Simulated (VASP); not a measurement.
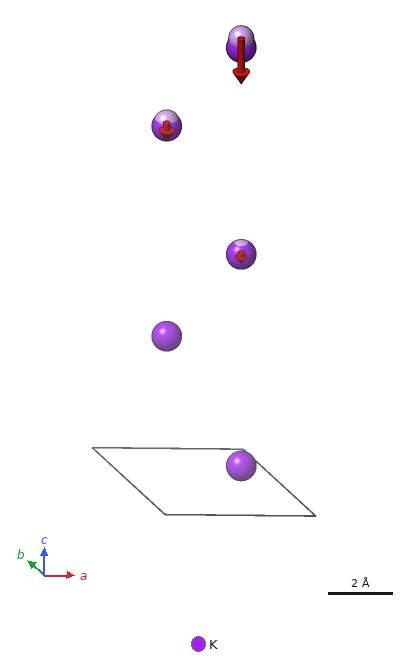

A relaxation of a slab of composition K. The starting structure is drawn faded, the final one solid; red arrows show the displacements, magnified 5 times.

A ball-and-stick model of the cell of the calculation, outlined in the plane, without the vacuum, seen from a free direction.

The run lets the atoms move in a fixed cell. 2 atoms are held fixed.

The calculation used Kohn-Sham DFT of a periodic cell, PBE, VASP PAW PBE potentials, recommended (VASP 6.6.1).

Input file:
```
PREC = Accurate
ENCUT = 520
EDIFF = 1E-6
ISMEAR = -1
SIGMA = 0.05
LREAL = F
LASPH = T
NELM = 60
ALGO = Normal
ISIF = 2
LWAVE = F
LCHARG = F
LDIPOL = T
IDIPOL = 3
DIPOL = 0.5 0.5 0.500
GGA = PE
IBRION = 2
NSW = 60
EDIFFG = -0.005
```

Launched with:
```bash
cat potpaw_PBE.64/K_sv/POTCAR > POTCAR
mpirun -np 1 vasp_std > vasp.out
```

Question: Describe the change and its energy.

Answer: A K atom moves most: 0.34 Å along the normal (−c). The cell doesn't change. The energy falls by 6.4 meV per cell of the calculation in 13 geometry steps. Largest force component: 0.049 eV/Å at the start, 0.048 eV/Å at the end. It ran on 1 thread of AMD EPYC 7571 (shared host).
